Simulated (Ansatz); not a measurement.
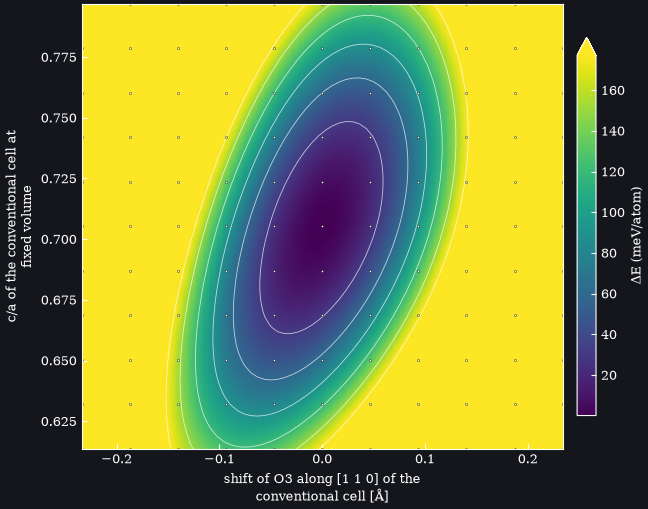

IrO2 (P4_2/mnm, No. 136; 6 atoms in the cell). The energy is mapped over a free internal coordinate and the cell. Coordinates scanned: (1) shift of O3 along [1 1 0] of the conventional cell, Cartesian (0.71 0.71 0), its symmetry partners moved as symmetry demands (measured in the relaxed cell); (2) c/a of the conventional cell at fixed volume. Nothing is relaxed (all other coordinates fixed). The scan uses an 11 × 11 grid. Points are written as (first, second). All energies are given in meV/atom relative to the lowest grid point. The runs have no spin polarisation; a magnetic state may lie lower. Method: DFT PBEsol, scalar-relativistic, plane waves, PAW (Ansatz). Settings: cutoff 520 eV, k-mesh 10×10×12 in the order of the run's cell vectors, gaussian smearing 0.15 eV, no spin polarisation.

Drawn: a smooth colour map with a few white contour lines, dots at the grid points, one colour for all values above the top of the scale. Between grid points the surface is interpolated.

**Where is the minimum, and how stiff is the well along each coordinate?**

The interpolated minimum is at the first coordinate ≈ 0.000 Å, the second coordinate ≈ 0.705. The curvatures there are about 131 eV/Å² and 250 eV, with a cross term of about −89 eV/Å (per cell of 6 atoms). Round the minimum the valley is somewhat tilted: raising the first coordinate shifts the best value of the second coordinate upwards (coupling k₁₂/√(k₁₁k₂₂) about −0.5).

PAW datasets: the set soft_1.
